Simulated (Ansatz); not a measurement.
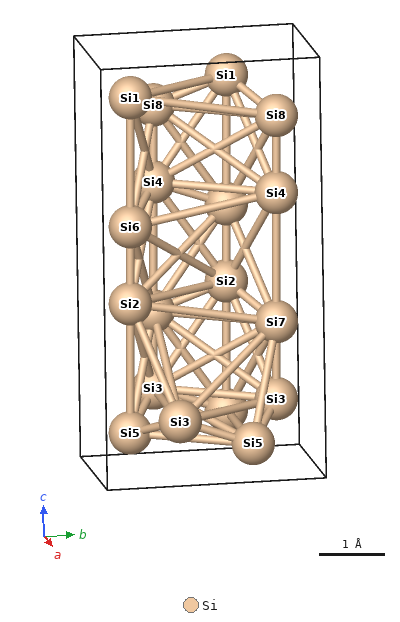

The structure (ball-and-stick view of the cell 2 times as large as that of the calculation, set on its symmetry axes, seen slightly off an axis; atoms are numbered from 1 in the order of the input). An atom can appear more than once, as a periodic image.

**Si: a failed or faulty run and its cure**

System: Si (8 atoms in the cell).
Method of run A: DFT, LDA, plane waves, PAW, PAW set soft_1, no spin polarisation (Ansatz 0.2.0).

The structure derives from a Materials Project entry. Some settings of this run were made unusual or wrong on purpose. Text and figures count atoms from 1; the logs count them from 0 in places.

## The input, run A
```yaml
crystal:
  lattice:
    - [-2.01176433, 0.0, 0.0]
    - [-1.00588216, -1.74223901, 0.0]
    - [-0.25147054, -0.43555975, 6.65566427]
  atoms:
    - { symbol: Si, position: [0.3333333333, 0.1067038276, 0.906518023] }
    - { symbol: Si, position: [0.3333333333, 0.2317038276, 0.406518023] }
    - { symbol: Si, position: [0.6666666667, 0.6275371609, 0.156518023] }
    - { symbol: Si, position: [0.6666666667, 0.5025371609, 0.656518023] }
    - { symbol: Si, position: [0.3333333333, 0.3099628391, 0.093481977] }
    - { symbol: Si, position: [0.3333333333, 0.1849628391, 0.593481977] }
    - { symbol: Si, position: [0.6666666667, 0.5807961724, 0.343481977] }
    - { symbol: Si, position: [0.6666666667, 0.4557961724, 0.843481977] }
basis:
  ecutwfc: 420
kpoints:
  mp_grid: { grid: [10, 10, 3] }
hamiltonian:
  xc: lda
  pseudopotentials: { kind: paw, azcp: { folder: soft_1 } }
scf:
  occupations: { method: gaussian, width: 0.03 }
  max_iter: 50
output:
  forces: true
  eigenvalues: true
  stress: true
```

Launched with:
```bash
ansatz run input.yaml --threads 2 --pin off --max-ram 4096MiB --backend cpu --events-out ev --progress --plain --runs-dir out
```

Hardware: 2 threads of Arm Neoverse N1, 98 GiB of memory available, shared host.

## Output, shortened to warnings, some set-up lines, iterations and results (run A)
```
Warning: [file] the record states the generating functional pbe (its physics header spells it `PBE`), which answers neither for hamiltonian.xc's functional nor for the lda family's — results may be inconsistent (PPs are generated against a specific XC)
Basis set: ecut = 420 eV, 467 PW (Γ)
Symmetry: 2 space group operations
k-points: 86 of 300 (time reversal used)
Initial density: superposition of atomic densities (chi_scale 0.1, normalization cell)
[...]
SCF iter   1: F=—  HF=-4397.981095 eV  |F-HF|=—  |Δ(HF+E_count)|=         —  Δρ=2.70e-1  dr2=5.69e0  ethr=3.10e-3  ⟨swp⟩=41.7  Hψ=52600  notcnv=8  defer=12
SCF iter   2: F=—  HF=-4392.450681 eV  |F-HF|=—  |Δ(HF+E_count)|=    5.53e0  Δρ=1.48e-1  dr2=1.86e0  ethr=3.10e-3  ⟨swp⟩=10.8  Hψ=11316  notcnv=0  defer=279
SCF iter   3: F=—  HF=-4391.253309 eV  |F-HF|=—  |Δ(HF+E_count)|=    1.20e0  Δρ=8.23e-3  dr2=1.03e-2  ethr=3.10e-3  ⟨swp⟩=10.2  Hψ=11091  notcnv=0  defer=280
SCF iter   4: F=—  HF=-4391.277856 eV  |F-HF|=—  |Δ(HF+E_count)|=   2.45e-2  Δρ=3.84e-3  dr2=6.71e-3  ethr=3.21e-5  ⟨swp⟩=13.1  Hψ=15193  notcnv=0  defer=265
SCF iter   5: F=—  HF=-4391.276571 eV  |F-HF|=—  |Δ(HF+E_count)|=   1.28e-3  Δρ=1.27e-3  dr2=5.62e-4  ethr=2.10e-5  ⟨swp⟩=7.3  Hψ=8082  notcnv=0  defer=260
SCF iter   6: F=—  HF=-4391.276551 eV  |F-HF|=—  |Δ(HF+E_count)|=   2.04e-5  Δρ=2.31e-4  dr2=2.23e-5  ethr=1.76e-6  ⟨swp⟩=6.4  Hψ=6578  notcnv=0  defer=252
SCF iter   7: F=—  HF=-4391.276579 eV  |F-HF|=—  |Δ(HF+E_count)|=   2.81e-5  Δρ=3.36e-5  dr2=1.59e-7  ethr=6.96e-8  ⟨swp⟩=10.7  Hψ=9923  notcnv=0  defer=252
SCF iter   8: F=-4391.276580 eV  HF=-4391.276580 eV  |F-HF|=1.53e-8  |Δ(HF+E_count)|=   5.45e-7  Δρ=9.92e-6  dr2=2.04e-8  ethr=3.13e-10  ⟨swp⟩=95.0  Hψ=73989  notcnv=0
SCF 1 converged in 8 iterations: F = -4391.276580 eV  dr2 = 2.04e-8
  Residual-converged pass: ⟨swp⟩=1.3  Hψ=2455  notcnv=0  max |occ|·‖R‖ = 4.7e-6 eV (tolerance 6.7e-6 eV)  dr2=2.04e-8  dr2_onsite=1.33e-8  max |Δocc| = 6.3e-9
SCF converged after 8 iterations
Free energy (F): -4391.276580 eV
Harris-Foulkes:  -4391.276580 eV  (|F-HF|=1.53e-8)
Internal energy: -4391.275969 eV  (E = F + TS)
E sigma→0 (E₀):  -4391.276274 eV
Entropy (-TS):   -0.000610 eV (-0.076 meV/atom)
Fermi energy:    52.756633 eV
--- Per-component energies (eV) ---
  E_band       = 1261.051905
  E_kinetic    = 956.681589
  E_local      = 452.067293  (includes V_loc(G=0)·N_el)
  E_nonlocal   = 551.834719
  E_hartree    = 7.112589
  E_xc         = -648.371914
  E_vxc        = -619.812610  (∫ρ·V_xc dr)
  E_paw        = -3971.588707  (= ΣΔE_a)
  E_vpaw       = -93.944268  (= ΣTr[D̂ρ^β])
  E_aug_tail   = 0.000121  (compensation charges beyond the density's cutoff)
  E_ewald      = -1739.686305
  E_core_change = 0.674646  (= ΣΔE_core)
  E_smearing   = -0.000610  (= −TS)
  E_closure    = 0.000000  (closes the sum)
  Σ components = -4391.276580   (vs F -4391.276580, Δ=0.00e0)
--- Forces (eV/Å), atoms counted from 1 ---
  atom   1  Si    10.61985894    19.54114158    23.20962680
  atom   2  Si    -0.32262790     0.35197371    -0.51754942
  atom   3  Si     1.30171835     0.54543204     5.51541008
  atom   4  Si     0.43336628     0.40204321    -0.81048166
  atom   5  Si   -11.61319550   -18.96763846   -23.20962680
  atom   6  Si    -0.46613212     0.10341711     0.51754942
  atom   7  Si    -0.13149649    -0.57632781     0.81048166
  atom   8  Si     0.17850118    -1.40003718    -5.51541008
  max |Σ_I F_I| component: 7.27e-6 eV/Å
--- Stress (GPa, compression-positive) ---
     4912.693926      22.633977     -90.959077
       22.633977    4938.829392    -157.545743
      -90.959080    -157.545749    4272.786514
  P = ⅓ Tr σ = 4708.1033 GPa (47081.033 kbar)
```

### What should be changed in this input?

This input holds a deliberate fault: a lattice far too small (`crystal.lattice`). The atoms are squeezed together and the pressure is enormous. The program still converged, but the numbers can't be taken as results for the intended system. The program warns: the PAW datasets were made with another functional.

A run of the same system that converges differs from this input as follows (lines with − go, lines with + come):
```diff
-    - [-2.01176433, 0.0, 0.0]
-    - [-1.00588216, -1.74223901, 0.0]
-    - [-0.25147054, -0.43555975, 6.65566427]
+    - [-3.8016851185, 0.0, 0.0]
+    - [-1.9008425592, -3.2923558898, 0.0]
+    - [-0.4752106398, -0.8230889725, 12.5773876662]
-  max_iter: 50
```

## Output, shortened to warnings, some set-up lines, iterations and results (run B)
```
Warning: [file] the record states the generating functional pbe (its physics header spells it `PBE`), which answers neither for hamiltonian.xc's functional nor for the lda family's — results may be inconsistent (PPs are generated against a specific XC)
Basis set: ecut = 420 eV, 3083 PW (Γ)
Symmetry: 2 space group operations
k-points: 86 of 300 (time reversal used)
Initial density: superposition of atomic densities (chi_scale 0.1, normalization cell)
[...]
SCF iter   1: F=—  HF=-4869.737942 eV  |F-HF|=—  |Δ(HF+E_count)|=         —  Δρ=4.65e-2  dr2=3.31e0  ethr=3.10e-3  ⟨swp⟩=8.8  Hψ=13905  notcnv=0
SCF iter   2: F=—  HF=-4869.019214 eV  |F-HF|=—  |Δ(HF+E_count)|=   7.19e-1  Δρ=2.60e-2  dr2=1.08e0  ethr=3.10e-3  ⟨swp⟩=2.1  Hψ=3261  notcnv=0  defer=166
SCF iter   3: F=—  HF=-4868.674209 eV  |F-HF|=—  |Δ(HF+E_count)|=   3.45e-1  Δρ=2.24e-3  dr2=1.11e-2  ethr=3.10e-3  ⟨swp⟩=3.0  Hψ=3663  notcnv=0  defer=166
SCF iter   4: F=—  HF=-4868.675331 eV  |F-HF|=—  |Δ(HF+E_count)|=   1.12e-3  Δρ=8.96e-4  dr2=2.48e-3  ethr=3.48e-5  ⟨swp⟩=2.8  Hψ=2956  notcnv=0  defer=119
SCF iter   5: F=—  HF=-4868.675613 eV  |F-HF|=—  |Δ(HF+E_count)|=   2.82e-4  Δρ=1.45e-4  dr2=1.48e-4  ethr=7.75e-6  ⟨swp⟩=2.1  Hψ=2269  notcnv=0  defer=119
SCF iter   6: F=—  HF=-4868.675607 eV  |F-HF|=—  |Δ(HF+E_count)|=   5.34e-6  Δρ=4.05e-5  dr2=4.53e-6  ethr=4.61e-7  ⟨swp⟩=2.2  Hψ=2655  notcnv=0  defer=119
SCF iter   7: F=—  HF=-4868.675608 eV  |F-HF|=—  |Δ(HF+E_count)|=   4.59e-7  Δρ=1.20e-5  dr2=4.30e-7  ethr=1.41e-8  ⟨swp⟩=2.0  Hψ=3110  notcnv=0  defer=119
SCF iter   8: F=-4868.675608 eV  HF=-4868.675608 eV  |F-HF|=1.00e-9  |Δ(HF+E_count)|=   1.54e-8  Δρ=1.98e-6  dr2=8.56e-9  ethr=3.13e-10  ⟨swp⟩=11.5  Hψ=10938  notcnv=0
SCF 1 converged in 8 iterations: F = -4868.675608 eV  dr2 = 8.56e-9
SCF converged after 8 iterations
Free energy (F): -4868.675608 eV
Harris-Foulkes:  -4868.675608 eV  (|F-HF|=1.00e-9)
Internal energy: -4868.675607 eV  (E = F + TS)
E sigma→0 (E₀):  -4868.675608 eV
Entropy (-TS):   -0.000000 eV (-0.000 meV/atom)
Fermi energy:    6.563906 eV
--- Per-component energies (eV) ---
  E_band       = 36.186560
  E_kinetic    = 326.576383
  E_local      = -195.931592  (includes V_loc(G=0)·N_el)
  E_nonlocal   = 190.982262
  E_hartree    = 57.937592
  E_xc         = -448.440680
  E_vxc        = -384.900198  (∫ρ·V_xc dr)
  E_paw        = -3879.872529  (= ΣΔE_a)
  E_vpaw       = -16.415834  (= ΣTr[D̂ρ^β])
  E_aug_tail   = 0.000290  (compensation charges beyond the density's cutoff)
  E_ewald      = -920.601980
  E_core_change = 0.674646  (= ΣΔE_core)
  E_smearing   = -0.000000  (= −TS)
  E_closure    = -0.000000  (closes the sum)
  Σ components = -4868.675608   (vs F -4868.675608, Δ=0.00e0)
--- Forces (eV/Å), atoms counted from 1 ---
  atom   1  Si    -0.39866745    -0.85457891     0.71886445
  atom   2  Si    -0.00568522    -0.01353459    -0.00159948
  atom   3  Si    -0.09870045    -0.06973129    -0.01372482
  atom   4  Si    -0.10250844    -0.11102083    -0.04600223
  atom   5  Si     0.54075333     0.77254559    -0.71886445
  atom   6  Si     0.00887869     0.01169083     0.00159948
  atom   7  Si     0.04489264     0.14428533     0.04600223
  atom   8  Si     0.01103884     0.12034274     0.01372482
  max |Σ_I F_I| component: 1.95e-6 eV/Å
--- Stress (GPa, compression-positive) ---
       -0.120761      -0.538467       1.741361
       -0.538467      -0.742530       3.016126
        1.741361       3.016126      -1.236088
  P = ⅓ Tr σ = -0.6998 GPa (-6.998 kbar)
```

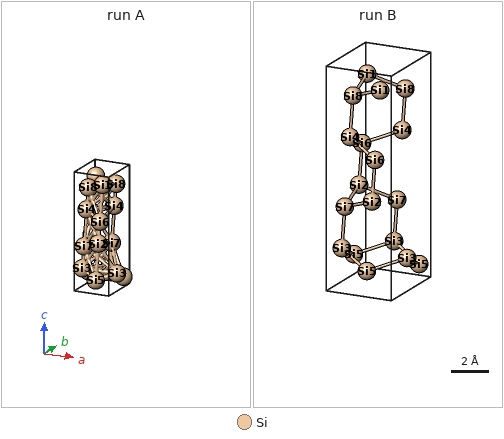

The two input geometries at one scale (ball-and-stick view of the cell 2 times as large as that of the calculation, set on its symmetry axes, seen slightly off an axis). No atom moves by more than 0.005 Å relative to the cell. The volume changes by +574.8 %, with a 2.012 → 3.802 Å (+89.0 %), b 3.484 → 6.585 Å (+89.0 %), c 6.675 → 12.613 Å (+89.0 %). Among the contacts that change: Si1–Si5 2.619 → 4.950 Å, Si3–Si8 2.572 → 4.861 Å, Si1–Si3 2.529 → 4.779 Å, Si2–Si6 2.366 → 4.470 Å.

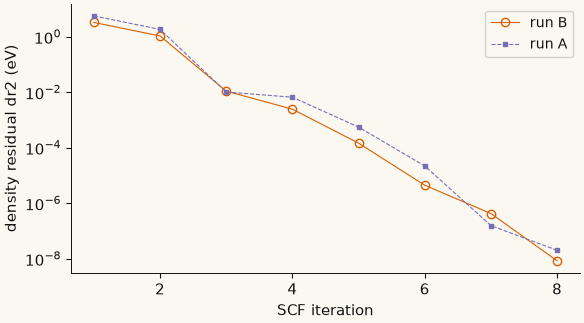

Convergence of the two runs: density residual dr2 against the SCF iteration. Run B takes 8 iterations in all, and run A takes 8.

## The two runs side by side

```csv
quantity,run A,run B
outcome,converged,converged
free energy per atom (eV),−548.9096,−608.5845
gap on the mesh (eV),0.00,0.15
pressure (GPa),4708.10,−0.70
volume per atom (Å³),2.92,19.68
largest force (eV/Å),32.145,1.186
SCF iterations,8,8
irreducible k-points,86,86
plane waves at Γ,467,3083
wall time (shared host),22 s,27 s
```

With the same functional and potentials, run B lies 59674.9 meV per atom lower. A gap of 0.15 eV opens on the mesh, where run A has none. The pressure goes from 4708.10 to −0.70 GPa. The largest force goes from 32.145 to 1.186 eV/Å. The volume per atom goes from 2.92 to 19.68 Å³. The number of SCF iterations is the same. The plane waves at Γ go from 467 to 3083.

Notes on run B: The program warns: the PAW datasets were made with another functional.
